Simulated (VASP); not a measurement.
## Run report: AlGa7As8, band-structure run (part 4 of 5)

The same run, continued: AlGa7As8 (F-43m, 16 atoms in the cell); Kohn-Sham DFT of a periodic cell, PBEsol, spin-orbit coupling, VASP PAW PBE potentials, recommended, no spin polarisation (VASP 6.6.1); cutoff 520 eV, 4×4×4 k-mesh, Gaussian smearing of 0.03 eV. The structure was built on a prototype by a generator; it need not be a known phase.

Geometry of the input (Å; fractional positions):
```
-5.6660  5.6660  0.0000
-5.6660  -0.0000  5.6660
-0.0000  5.6660  5.6660
Al 1.0000  1.0000  1.0000
Ga 0.5001  0.9999  0.9999
Ga 0.9999  0.5001  0.9999
Ga 0.9999  0.9999  0.5001
Ga 0.5001  0.5001  0.9999
Ga 0.5001  0.9999  0.5001
Ga 0.9999  0.5001  0.5001
Ga 0.5000  0.5000  0.5000
As 0.8750  0.8750  0.3751
As 0.3750  0.8750  0.3750
As 0.8750  0.3750  0.3750
As 0.8750  0.8750  0.8750
As 0.3750  0.3750  0.3750
As 0.3751  0.8750  0.8750
As 0.8750  0.3751  0.8750
As 0.3750  0.3750  0.8750
```

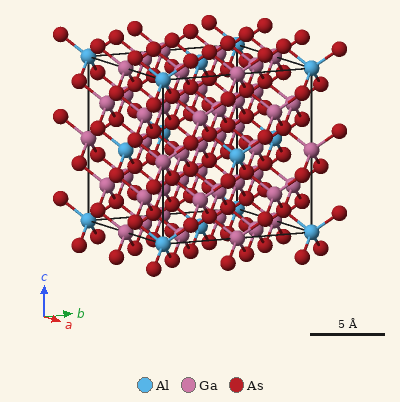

Fig. 1: The structure (ball-and-stick view of the cell 4 times as large as that of the calculation, set on its symmetry axes, seen at an oblique angle; bonded neighbours outside the cell are drawn too). An atom can appear more than once, as a periodic image.

Parts of OUTCAR, continued
```
 Ion:    5  E_soc:     -0.0119686
 l=   1
     0.0000000    -0.0011587    -0.0011579
    -0.0011587     0.0000000    -0.0011579
    -0.0011579    -0.0011579     0.0000000
 l=   2
     0.0000000    -0.0001670     0.0000000    -0.0001669    -0.0006700
    -0.0001670     0.0000000    -0.0005017    -0.0001670    -0.0001672
     0.0000000    -0.0005017     0.0000000    -0.0005025     0.0000000
    -0.0001669    -0.0001670    -0.0005025     0.0000000    -0.0001675
    -0.0006700    -0.0001672     0.0000000    -0.0001675     0.0000000
 l=   3
     0.0000000     0.0000000     0.0000000     0.0000000     0.0000000     0.0000000     0.0000000
     0.0000000     0.0000000     0.0000000     0.0000000     0.0000000     0.0000000     0.0000000
     0.0000000     0.0000000     0.0000000     0.0000000     0.0000000     0.0000000     0.0000000
     0.0000000     0.0000000     0.0000000     0.0000000     0.0000000     0.0000000     0.0000000
     0.0000000     0.0000000     0.0000000     0.0000000     0.0000000     0.0000000     0.0000000
     0.0000000     0.0000000     0.0000000     0.0000000     0.0000000     0.0000000     0.0000000
     0.0000000     0.0000000     0.0000000     0.0000000     0.0000000     0.0000000     0.0000000

 Ion:    6  E_soc:     -0.0119686
 l=   1
     0.0000000    -0.0011579    -0.0011579
    -0.0011579     0.0000000    -0.0011587
    -0.0011579    -0.0011587     0.0000000
 l=   2
     0.0000000    -0.0001669     0.0000000    -0.0001670    -0.0006700
    -0.0001669     0.0000000    -0.0005025    -0.0001670    -0.0001675
     0.0000000    -0.0005025     0.0000000    -0.0005017     0.0000000
    -0.0001670    -0.0001670    -0.0005017     0.0000000    -0.0001672
    -0.0006700    -0.0001675     0.0000000    -0.0001672     0.0000000
 l=   3
     0.0000000     0.0000000     0.0000000     0.0000000     0.0000000     0.0000000     0.0000000
     0.0000000     0.0000000     0.0000000     0.0000000     0.0000000     0.0000000     0.0000000
     0.0000000     0.0000000     0.0000000     0.0000000     0.0000000     0.0000000     0.0000000
     0.0000000     0.0000000     0.0000000     0.0000000     0.0000000     0.0000000     0.0000000
     0.0000000     0.0000000     0.0000000     0.0000000     0.0000000     0.0000000     0.0000000
     0.0000000     0.0000000     0.0000000     0.0000000     0.0000000     0.0000000     0.0000000
     0.0000000     0.0000000     0.0000000     0.0000000     0.0000000     0.0000000     0.0000000

 Ion:    7  E_soc:     -0.0119686
 l=   1
     0.0000000    -0.0011579    -0.0011587
    -0.0011579     0.0000000    -0.0011579
    -0.0011587    -0.0011579     0.0000000
 l=   2
     0.0000000    -0.0001670     0.0000000    -0.0001670    -0.0006690
    -0.0001670     0.0000000    -0.0005025    -0.0001669    -0.0001675
     0.0000000    -0.0005025     0.0000000    -0.0005025     0.0000000
    -0.0001670    -0.0001669    -0.0005025     0.0000000    -0.0001675
    -0.0006690    -0.0001675     0.0000000    -0.0001675     0.0000000
 l=   3
     0.0000000     0.0000000     0.0000000     0.0000000     0.0000000     0.0000000     0.0000000
     0.0000000     0.0000000     0.0000000     0.0000000     0.0000000     0.0000000     0.0000000
     0.0000000     0.0000000     0.0000000     0.0000000     0.0000000     0.0000000     0.0000000
     0.0000000     0.0000000     0.0000000     0.0000000     0.0000000     0.0000000     0.0000000
     0.0000000     0.0000000     0.0000000     0.0000000     0.0000000     0.0000000     0.0000000
     0.0000000     0.0000000     0.0000000     0.0000000     0.0000000     0.0000000     0.0000000
     0.0000000     0.0000000     0.0000000     0.0000000     0.0000000     0.0000000     0.0000000

 Ion:    8  E_soc:     -0.0119832
 l=   1
     0.0000000    -0.0011604    -0.0011604
    -0.0011604     0.0000000    -0.0011604
    -0.0011604    -0.0011604     0.0000000
 l=   2
     0.0000000    -0.0001665     0.0000000    -0.0001665    -0.0006703
    -0.0001665     0.0000000    -0.0005027    -0.0001665    -0.0001676
     0.0000000    -0.0005027     0.0000000    -0.0005027     0.0000000
    -0.0001665    -0.0001665    -0.0005027     0.0000000    -0.0001676
    -0.0006703    -0.0001676     0.0000000    -0.0001676     0.0000000
 l=   3
     0.0000000     0.0000000     0.0000000     0.0000000     0.0000000     0.0000000     0.0000000
     0.0000000     0.0000000     0.0000000     0.0000000     0.0000000     0.0000000     0.0000000
     0.0000000     0.0000000     0.0000000     0.0000000     0.0000000     0.0000000     0.0000000
     0.0000000     0.0000000     0.0000000     0.0000000     0.0000000     0.0000000     0.0000000
     0.0000000     0.0000000     0.0000000     0.0000000     0.0000000     0.0000000     0.0000000
     0.0000000     0.0000000     0.0000000     0.0000000     0.0000000     0.0000000     0.0000000
     0.0000000     0.0000000     0.0000000     0.0000000     0.0000000     0.0000000     0.0000000

 Ion:    9  E_soc:     -0.0237517
 l=   1
     0.0000000    -0.0039510    -0.0039510
    -0.0039510     0.0000000    -0.0039510
    -0.0039510    -0.0039510     0.0000000
 l=   2
     0.0000000    -0.0000037     0.0000000    -0.0000037    -0.0000039
    -0.0000037     0.0000000    -0.0000030    -0.0000037    -0.0000010
     0.0000000    -0.0000030     0.0000000    -0.0000030     0.0000000
    -0.0000037    -0.0000037    -0.0000030     0.0000000    -0.0000010
    -0.0000039    -0.0000010     0.0000000    -0.0000010     0.0000000
 l=   3
     0.0000000     0.0000000     0.0000000     0.0000000     0.0000000     0.0000000     0.0000000
     0.0000000     0.0000000     0.0000000     0.0000000     0.0000000     0.0000000     0.0000000
     0.0000000     0.0000000     0.0000000     0.0000000     0.0000000     0.0000000     0.0000000
     0.0000000     0.0000000     0.0000000     0.0000000     0.0000000     0.0000000     0.0000000
     0.0000000     0.0000000     0.0000000     0.0000000     0.0000000     0.0000000     0.0000000
     0.0000000     0.0000000     0.0000000     0.0000000     0.0000000     0.0000000     0.0000000
     0.0000000     0.0000000     0.0000000     0.0000000     0.0000000     0.0000000     0.0000000

 Ion:   10  E_soc:     -0.0240885
 l=   1
     0.0000000    -0.0040073    -0.0040073
    -0.0040073     0.0000000    -0.0040073
    -0.0040073    -0.0040073     0.0000000
 l=   2
     0.0000000    -0.0000036     0.0000000    -0.0000036    -0.0000038
    -0.0000036     0.0000000    -0.0000029    -0.0000036    -0.0000010
     0.0000000    -0.0000029     0.0000000    -0.0000029     0.0000000
    -0.0000036    -0.0000036    -0.0000029     0.0000000    -0.0000010
    -0.0000038    -0.0000010     0.0000000    -0.0000010     0.0000000
 l=   3
     0.0000000     0.0000000     0.0000000     0.0000000     0.0000000     0.0000000     0.0000000
     0.0000000     0.0000000     0.0000000     0.0000000     0.0000000     0.0000000     0.0000000
     0.0000000     0.0000000     0.0000000     0.0000000     0.0000000     0.0000000     0.0000000
     0.0000000     0.0000000     0.0000000     0.0000000     0.0000000     0.0000000     0.0000000
     0.0000000     0.0000000     0.0000000     0.0000000     0.0000000     0.0000000     0.0000000
     0.0000000     0.0000000     0.0000000     0.0000000     0.0000000     0.0000000     0.0000000
     0.0000000     0.0000000     0.0000000     0.0000000     0.0000000     0.0000000     0.0000000

 Ion:   11  E_soc:     -0.0240885
 l=   1
     0.0000000    -0.0040073    -0.0040073
    -0.0040073     0.0000000    -0.0040073
    -0.0040073    -0.0040073     0.0000000
 l=   2
     0.0000000    -0.0000036     0.0000000    -0.0000036    -0.0000038
    -0.0000036     0.0000000    -0.0000029    -0.0000036    -0.0000010
     0.0000000    -0.0000029     0.0000000    -0.0000029     0.0000000
    -0.0000036    -0.0000036    -0.0000029     0.0000000    -0.0000010
    -0.0000038    -0.0000010     0.0000000    -0.0000010     0.0000000
 l=   3
     0.0000000     0.0000000     0.0000000     0.0000000     0.0000000     0.0000000     0.0000000
     0.0000000     0.0000000     0.0000000     0.0000000     0.0000000     0.0000000     0.0000000
     0.0000000     0.0000000     0.0000000     0.0000000     0.0000000     0.0000000     0.0000000
     0.0000000     0.0000000     0.0000000     0.0000000     0.0000000     0.0000000     0.0000000
     0.0000000     0.0000000     0.0000000     0.0000000     0.0000000     0.0000000     0.0000000
     0.0000000     0.0000000     0.0000000     0.0000000     0.0000000     0.0000000     0.0000000
     0.0000000     0.0000000     0.0000000     0.0000000     0.0000000     0.0000000     0.0000000

 Ion:   12  E_soc:     -0.0237517
 l=   1
     0.0000000    -0.0039510    -0.0039510
    -0.0039510     0.0000000    -0.0039510
    -0.0039510    -0.0039510     0.0000000
 l=   2
     0.0000000    -0.0000037     0.0000000    -0.0000037    -0.0000039
    -0.0000037     0.0000000    -0.0000030    -0.0000037    -0.0000010
     0.0000000    -0.0000030     0.0000000    -0.0000030     0.0000000
    -0.0000037    -0.0000037    -0.0000030     0.0000000    -0.0000010
    -0.0000039    -0.0000010     0.0000000    -0.0000010     0.0000000
 l=   3
     0.0000000     0.0000000     0.0000000     0.0000000     0.0000000     0.0000000     0.0000000
     0.0000000     0.0000000     0.0000000     0.0000000     0.0000000     0.0000000     0.0000000
     0.0000000     0.0000000     0.0000000     0.0000000     0.0000000     0.0000000     0.0000000
     0.0000000     0.0000000     0.0000000     0.0000000     0.0000000     0.0000000     0.0000000
     0.0000000     0.0000000     0.0000000     0.0000000     0.0000000     0.0000000     0.0000000
     0.0000000     0.0000000     0.0000000     0.0000000     0.0000000     0.0000000     0.0000000
     0.0000000     0.0000000     0.0000000     0.0000000     0.0000000     0.0000000     0.0000000

 Ion:   13  E_soc:     -0.0240885
 l=   1
     0.0000000    -0.0040073    -0.0040073
    -0.0040073     0.0000000    -0.0040073
    -0.0040073    -0.0040073     0.0000000
 l=   2
     0.0000000    -0.0000036     0.0000000    -0.0000036    -0.0000038
    -0.0000036     0.0000000    -0.0000029    -0.0000036    -0.0000010
     0.0000000    -0.0000029     0.0000000    -0.0000029     0.0000000
    -0.0000036    -0.0000036    -0.0000029     0.0000000    -0.0000010
    -0.0000038    -0.0000010     0.0000000    -0.0000010     0.0000000
 l=   3
     0.0000000     0.0000000     0.0000000     0.0000000     0.0000000     0.0000000     0.0000000
     0.0000000     0.0000000     0.0000000     0.0000000     0.0000000     0.0000000     0.0000000
     0.0000000     0.0000000     0.0000000     0.0000000     0.0000000     0.0000000     0.0000000
     0.0000000     0.0000000     0.0000000     0.0000000     0.0000000     0.0000000     0.0000000
     0.0000000     0.0000000     0.0000000     0.0000000     0.0000000     0.0000000     0.0000000
     0.0000000     0.0000000     0.0000000     0.0000000     0.0000000     0.0000000     0.0000000
     0.0000000     0.0000000     0.0000000     0.0000000     0.0000000     0.0000000     0.0000000

 Ion:   14  E_soc:     -0.0237517
 l=   1
     0.0000000    -0.0039510    -0.0039510
    -0.0039510     0.0000000    -0.0039510
    -0.0039510    -0.0039510     0.0000000
 l=   2
     0.0000000    -0.0000037     0.0000000    -0.0000037    -0.0000039
    -0.0000037     0.0000000    -0.0000030    -0.0000037    -0.0000010
     0.0000000    -0.0000030     0.0000000    -0.0000030     0.0000000
    -0.0000037    -0.0000037    -0.0000030     0.0000000    -0.0000010
    -0.0000039    -0.0000010     0.0000000    -0.0000010     0.0000000
 l=   3
     0.0000000     0.0000000     0.0000000     0.0000000     0.0000000     0.0000000     0.0000000
     0.0000000     0.0000000     0.0000000     0.0000000     0.0000000     0.0000000     0.0000000
     0.0000000     0.0000000     0.0000000     0.0000000     0.0000000     0.0000000     0.0000000
     0.0000000     0.0000000     0.0000000     0.0000000     0.0000000     0.0000000     0.0000000
     0.0000000     0.0000000     0.0000000     0.0000000     0.0000000     0.0000000     0.0000000
     0.0000000     0.0000000     0.0000000     0.0000000     0.0000000     0.0000000     0.0000000
     0.0000000     0.0000000     0.0000000     0.0000000     0.0000000     0.0000000     0.0000000

 Ion:   15  E_soc:     -0.0237517
 l=   1
     0.0000000    -0.0039510    -0.0039510
    -0.0039510     0.0000000    -0.0039510
    -0.0039510    -0.0039510     0.0000000
 l=   2
     0.0000000    -0.0000037     0.0000000    -0.0000037    -0.0000039
    -0.0000037     0.0000000    -0.0000030    -0.0000037    -0.0000010
     0.0000000    -0.0000030     0.0000000    -0.0000030     0.0000000
    -0.0000037    -0.0000037    -0.0000030     0.0000000    -0.0000010
    -0.0000039    -0.0000010     0.0000000    -0.0000010     0.0000000
 l=   3
     0.0000000     0.0000000     0.0000000     0.0000000     0.0000000     0.0000000     0.0000000
     0.0000000     0.0000000     0.0000000     0.0000000     0.0000000     0.0000000     0.0000000
     0.0000000     0.0000000     0.0000000     0.0000000     0.0000000     0.0000000     0.0000000
     0.0000000     0.0000000     0.0000000     0.0000000     0.0000000     0.0000000     0.0000000
     0.0000000     0.0000000     0.0000000     0.0000000     0.0000000     0.0000000     0.0000000
     0.0000000     0.0000000     0.0000000     0.0000000     0.0000000     0.0000000     0.0000000
     0.0000000     0.0000000     0.0000000     0.0000000     0.0000000     0.0000000     0.0000000

 Ion:   16  E_soc:     -0.0240885
 l=   1
     0.0000000    -0.0040073    -0.0040073
    -0.0040073     0.0000000    -0.0040073
    -0.0040073    -0.0040073     0.0000000
 l=   2
     0.0000000    -0.0000036     0.0000000    -0.0000036    -0.0000038
    -0.0000036     0.0000000    -0.0000029    -0.0000036    -0.0000010
     0.0000000    -0.0000029     0.0000000    -0.0000029     0.0000000
    -0.0000036    -0.0000036    -0.0000029     0.0000000    -0.0000010
    -0.0000038    -0.0000010     0.0000000    -0.0000010     0.0000000
 l=   3
     0.0000000     0.0000000     0.0000000     0.0000000     0.0000000     0.0000000     0.0000000
     0.0000000     0.0000000     0.0000000     0.0000000     0.0000000     0.0000000     0.0000000
     0.0000000     0.0000000     0.0000000     0.0000000     0.0000000     0.0000000     0.0000000
     0.0000000     0.0000000     0.0000000     0.0000000     0.0000000     0.0000000     0.0000000
     0.0000000     0.0000000     0.0000000     0.0000000     0.0000000     0.0000000     0.0000000
     0.0000000     0.0000000     0.0000000     0.0000000     0.0000000     0.0000000     0.0000000
     0.0000000     0.0000000     0.0000000     0.0000000     0.0000000     0.0000000     0.0000000

 total charge

# of ion       s       p       d       tot
------------------------------------------
    1        0.407   0.371   0.000   0.778
    2        0.882   0.795   9.993  11.670
    3        0.882   0.795   9.993  11.670
    4        0.882   0.795   9.993  11.670
    5        0.882   0.795   9.993  11.670
    6        0.882   0.795   9.993  11.670
    7        0.882   0.795   9.993  11.670
    8        0.883   0.797   9.993  11.673
    9        1.208   1.611   0.029   2.848
   10        1.212   1.586   0.031   2.829
   11        1.212   1.586   0.031   2.829
   12        1.208   1.611   0.029   2.848
   13        1.212   1.586   0.031   2.829
   14        1.208   1.611   0.029   2.848
   15        1.208   1.611   0.029   2.848
   16        1.212   1.586   0.031   2.829
--------------------------------------------------
tot         16.260  18.726  70.194 105.180

 magnetization (x)

# of ion       s       p       d       tot
------------------------------------------
    1        0.000   0.000   0.000   0.000
    2        0.000  -0.000   0.000   0.000
    3       -0.000  -0.000  -0.000  -0.000
    4        0.000  -0.000  -0.000  -0.000
    5       -0.000  -0.000   0.000  -0.000
    6        0.000  -0.000   0.000   0.000
    7        0.000  -0.000  -0.000   0.000
    8        0.000  -0.000   0.000  -0.000
    9        0.000  -0.000   0.000  -0.000
   10        0.000   0.000  -0.000   0.000
   11       -0.000  -0.000  -0.000  -0.000
   12       -0.000   0.000   0.000   0.000
   13       -0.000   0.000   0.000  -0.000
   14        0.000   0.000   0.000   0.000
   15        0.000  -0.000   0.000  -0.000
   16       -0.000   0.000   0.000   0.000
--------------------------------------------------
tot          0.000  -0.000   0.000  -0.000

 magnetization (y)

# of ion       s       p       d       tot
------------------------------------------
    1       -0.000   0.000   0.000  -0.000
    2        0.000   0.000   0.000   0.000
    3        0.000  -0.000   0.000  -0.000
    4       -0.000   0.000   0.000  -0.000
    5        0.000   0.000  -0.000   0.000
    6       -0.000   0.000  -0.000  -0.000
    7       -0.000  -0.000   0.000  -0.000
    8        0.000   0.000   0.000   0.000
    9        0.000   0.000   0.000   0.000
   10        0.000   0.000  -0.000   0.000
   11        0.000  -0.000   0.000  -0.000
   12       -0.000  -0.000   0.000  -0.000
   13       -0.000   0.000   0.000   0.000
   14       -0.000  -0.000   0.000  -0.000
   15        0.000   0.000   0.000   0.000
   16        0.000  -0.000   0.000  -0.000
--------------------------------------------------
tot         -0.000  -0.000   0.000  -0.000

 magnetization (z)

# of ion       s       p       d       tot
------------------------------------------
    1       -0.000   0.000   0.000  -0.000
    2        0.000  -0.000   0.000   0.000
    3        0.000   0.000   0.000   0.000
    4       -0.000  -0.000   0.000  -0.000
    5       -0.000  -0.000   0.000  -0.000
    6        0.000   0.000  -0.000   0.000
    7       -0.000  -0.000  -0.000  -0.000
    8       -0.000   0.000   0.000  -0.000
    9       -0.000  -0.000  -0.000  -0.000
   10       -0.000  -0.000   0.000  -0.000
   11        0.000   0.000  -0.000   0.000
   12       -0.000   0.000  -0.000   0.000
   13       -0.000   0.000   0.000   0.000
   14        0.000   0.000   0.000   0.000
   15       -0.000   0.000   0.000   0.000
   16       -0.000  -0.000   0.000  -0.000
--------------------------------------------------
tot         -0.000   0.000   0.000   0.000
```

CONTCAR
```
AlGa7As8
   1.00000000000000
    -5.6659937243999998    5.6659937243999998    0.0000000000000000
    -5.6659937243999998    0.0000000000000000    5.6659937243999998
     0.0000000000000000    5.6659937243999998    5.6659937243999998
  Al              Ga              As
     1     7     8
Direct
     0.0000000000000000    0.0000000000000000    0.0000000000000000
     0.5001429557099257    0.9998570442900743    0.9998570442900743
     0.9998570442900743    0.5001429557099257    0.9998570442900743
     0.9998570442900743    0.9998570442900743    0.5001429557099257
     0.5001429557099257    0.5001429557099257    0.9998570442900743
     0.5001429557099257    0.9998570442900743    0.5001429557099257
     0.9998570442900743    0.5001429557099257    0.5001429557099257
     0.5000000000000000    0.5000000000000000    0.5000000000000000
     0.8749713217837467    0.8749713217837467    0.3750860346487599
     0.3750033731735485    0.8749898804793546    0.3750033731735485
     0.8749898804793546    0.3750033731735485    0.3750033731735485
     0.8749713217837467    0.8749713217837467    0.8749713217837467
     0.3750033731735485    0.3750033731735485    0.3750033731735485
     0.3750860346487599    0.8749713217837467    0.8749713217837467
     0.8749713217837467    0.3750860346487599    0.8749713217837467
     0.3750033731735485    0.3750033731735485    0.8749898804793546

  0.00000000E+00  0.00000000E+00  0.00000000E+00
  0.00000000E+00  0.00000000E+00  0.00000000E+00
  0.00000000E+00  0.00000000E+00  0.00000000E+00
  0.00000000E+00  0.00000000E+00  0.00000000E+00
  0.00000000E+00  0.00000000E+00  0.00000000E+00
  0.00000000E+00  0.00000000E+00  0.00000000E+00
  0.00000000E+00  0.00000000E+00  0.00000000E+00
  0.00000000E+00  0.00000000E+00  0.00000000E+00
  0.00000000E+00  0.00000000E+00  0.00000000E+00
  0.00000000E+00  0.00000000E+00  0.00000000E+00
  0.00000000E+00  0.00000000E+00  0.00000000E+00
  0.00000000E+00  0.00000000E+00  0.00000000E+00
  0.00000000E+00  0.00000000E+00  0.00000000E+00
  0.00000000E+00  0.00000000E+00  0.00000000E+00
  0.00000000E+00  0.00000000E+00  0.00000000E+00
  0.00000000E+00  0.00000000E+00  0.00000000E+00
```
